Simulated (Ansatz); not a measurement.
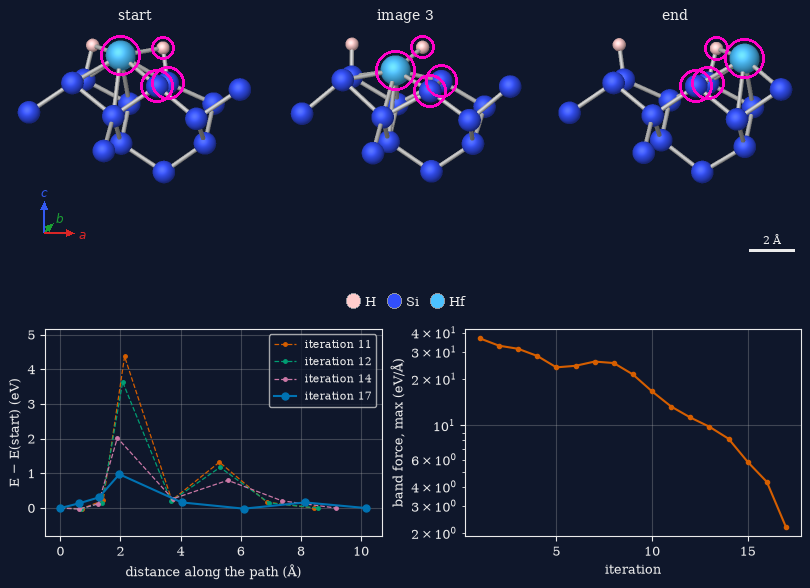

NEB run on Hf on Si(100)-2x1, partly H-covered, underside capped with H (31 atoms in the cell). Images are numbered from 0 (start) to 7 (end). The plot follows the band through its iterations. Style: ball-and-stick. Shown: the atoms within 5.5 Å of the middle of the path, slightly off an axis. The atoms that move most are ringed. Bonds to atoms that aren't drawn are left out.

Computed with DFT PBE, scalar-relativistic, plane waves, PAW in Ansatz. Set-up: plane-wave cutoff 420 eV; k-point mesh 2 × 2 × 1; Gaussian smearing 0.05 eV; 12 atoms held fixed; 6 movable images; climbing image from the first iteration; force threshold 0.05 eV/Å; iteration limit 17.

### How did the profile develop, and is the result final?

The result isn't final. The band hadn't converged when the run stopped after 17 iterations. The largest component of the band force went from 37 to 2.2 eV/Å. The barrier read from it is provisional: over the last two iterations the highest image moved from 1.38 eV to 0.98 eV. The first iteration put the highest image at 16.59 eV. The two ends have the same energy, and the highest point, image 3, lies 0.98 eV above the start. Image 5 lies below both ends, at −0.02 eV, which may mean an intermediate minimum or an end that is no minimum. The profile has 2 maxima (images 3, 6) with a dip at image 5 (−0.02 eV), which on an unconverged band is provisional.

Limits of the set-up: the periodic images lie only 7.7 Å apart, so the values are limited by the cell's size.

The run took 22 min on 2 threads of Intel(R) Xeon(R) Platinum 8175M CPU @ 2.50GHz (Skylake/Cascade Lake), with other jobs on the host, peak memory 2.8 GiB.

PAW datasets: the set soft_1.
